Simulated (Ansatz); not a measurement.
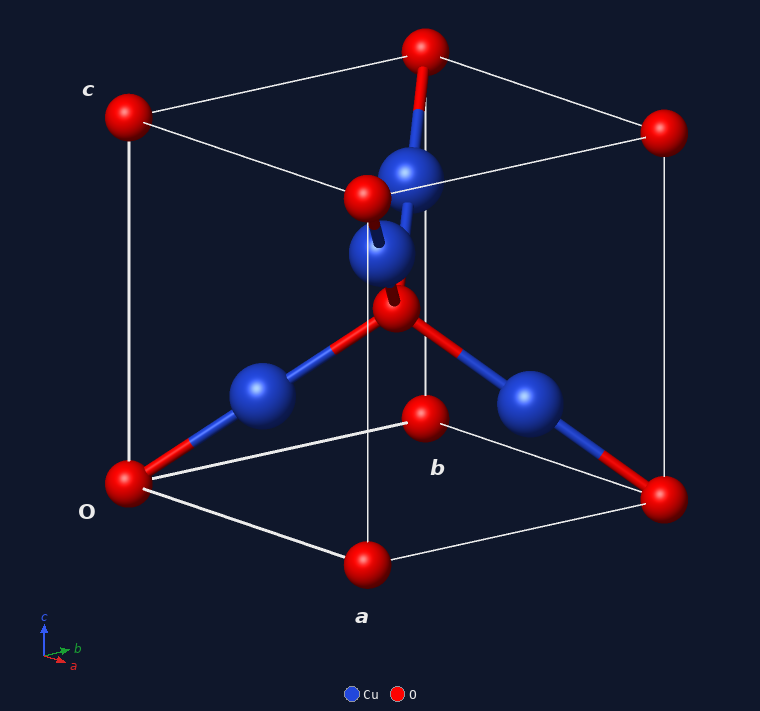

For Cu2O, coordinates from a relaxation with DFT, r2SCAN, plane waves, PAW in Ansatz 0.2.0: one unit cell is drawn above. All values are computed from the atomic coordinates in the standard setting (tolerance 0.002 Å).

```xyz
6
Lattice="4.2461 0.0000 0.0000 0.0000 4.2461 0.0000 0.0000 0.0000 4.2461" Properties=species:S:1:pos:R:3 pbc="T T T"
Cu    1.0615    1.0615    1.0615
Cu    1.0615    3.1846    3.1846
Cu    3.1846    3.1846    1.0615
Cu    3.1846    1.0615    3.1846
O     0.0000    0.0000    0.0000
O     2.1230    2.1230    2.1230
```

### What is its point group?

m-3m (Oh), order 48, cubic system: three fourfold axes, four threefold axes, six twofold axes, nine mirror planes, an inversion centre.

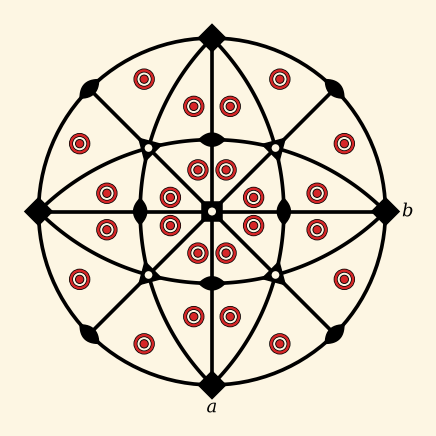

Stereographic projection: filled dots lie in the upper hemisphere, open rings in the lower; heavy lines are mirror planes (a heavy rim: a mirror in the plane of the page); lens, triangle, square and hexagon are 2-, 3-, 4- and 6-fold axes, a lens in an open square is −4, a triangle in an open hexagon −6; thin dashed diameters join the ends of axes that lie in the page; a small open circle marks inversion. The poles are one general form. The c axis points at the viewer.

### What does this class allow?

Class m-3m is centrosymmetric, so neither piezoelectric nor pyroelectric; it is not chiral. Its Laue class is m-3m.
